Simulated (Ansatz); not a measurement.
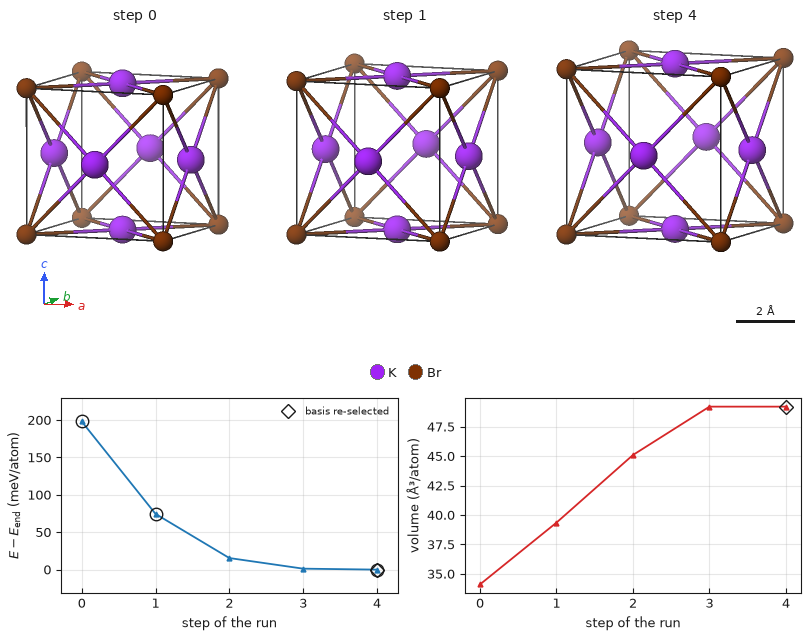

Frames of a relaxation of solid K₃Br (built on the Cu3Au (L1_2)_221 type) (coarse preliminary run), marked on the history of the run. A ball-and-stick model of the cell of the calculation, seen slightly off an axis.

Case: Cu3Au (L1_2) type (Pm-3m, No. 221).

These are results of Ansatz 0.2.0, DFT r2SCAN, scalar-relativistic, plane waves, PAW, not measurements. Settings: plane-wave cutoff 500 eV; k-point mesh 4 × 4 × 4; occupations gaussian; smearing width 0.1 eV; no spin polarisation; cell and atoms relaxed; force threshold 0.04 eV/Å; at most 70 steps.

What happens along the run?

Answer. After 3 accepted moves (4 points after the start) the energy has fallen by 198 meV per atom. All forces vanish by symmetry, so only the cell relaxes. The pressure goes from 5.29 to 0.24 GPa. The SCF was repeated once at an unchanged geometry on a basis and grid sized afresh for the cell, which shifted the energy by 1.3 meV per atom at most. No atom moves by more than 0.005 Å relative to the cell. The drawn cell changes as follows: a = b = c 5.148 → 5.817 Å (+13.0 %); the volume changes by +44.3 %. Among the contacts that change: Br–K 3.640 → 4.113 Å. The space group stays Pm-3m (No. 221). From step 0 to 1: volume +15.4 %, energy −124 meV per atom. From step 1 to 4: volume +25.0 %, energy −74.5 meV per atom.

| step | E − E(0), meV/atom | pressure, GPa | volume, Å³/atom | note |
| --- | --- | --- | --- | --- |
| 0 | 0.00 | 5.29 | 34.106 |  |
| 1 | -123.61 | 2.55 | 39.355 |  |
| 2 | -182.66 | 0.93 | 45.101 |  |
| 3 | -196.87 | 0.25 | 49.209 |  |
| 4 | -198.15 | 0.24 | 49.209 | same geometry, new basis |
